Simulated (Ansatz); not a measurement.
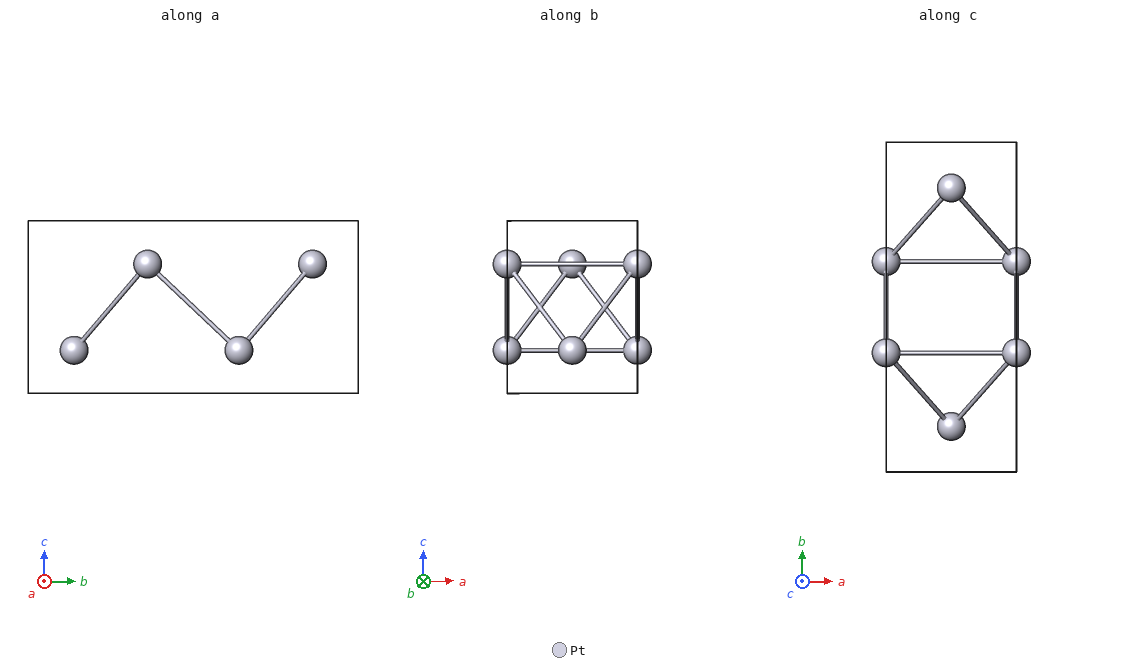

An orthographic ball-and-stick view of the structure, along the a axis, along the b axis and along the c axis. The lines enclose the drawn cell (a repeat of the simulation cell); boundary atoms appear with their images.

Lattice parameters: a = 2.8803 Å, b = 7.2849 Å, c = 3.8112 Å, α = 90.000°, β = 89.965°, γ = 90.000°.

**Give the atomic positions as a CIF in P1 with every atom of the cell, with free fractional coordinates to two decimals.**

```cif
data_structure
_symmetry_space_group_name_H-M 'P 1'
_symmetry_Int_Tables_number 1
_cell_length_a 2.8803
_cell_length_b 7.2849
_cell_length_c 3.8112
_cell_angle_alpha 90.000
_cell_angle_beta 89.965
_cell_angle_gamma 90.000
_cell_volume 79.97
loop_
_atom_site_label
_atom_site_type_symbol
_atom_site_fract_x
_atom_site_fract_y
_atom_site_fract_z
_atom_site_occupancy
Pt1 Pt 0.00 0.36 0.75 1
Pt2 Pt 0.00 0.64 0.25 1
Pt3 Pt 0.50 0.86 0.75 1
Pt4 Pt 0.50 0.14 0.25 1
```

Origin of the cell: a structure type filled with this element by a generator (whether the element takes this form wasn't checked). Earlier steps of the study may have refined or changed the cell and positions. It was run through Ansatz as a DFT input.

At this level of theory the cell isn't at rest (stretched, at -15 GPa), so its distances can differ from those at equilibrium, the more so the softer the solid.
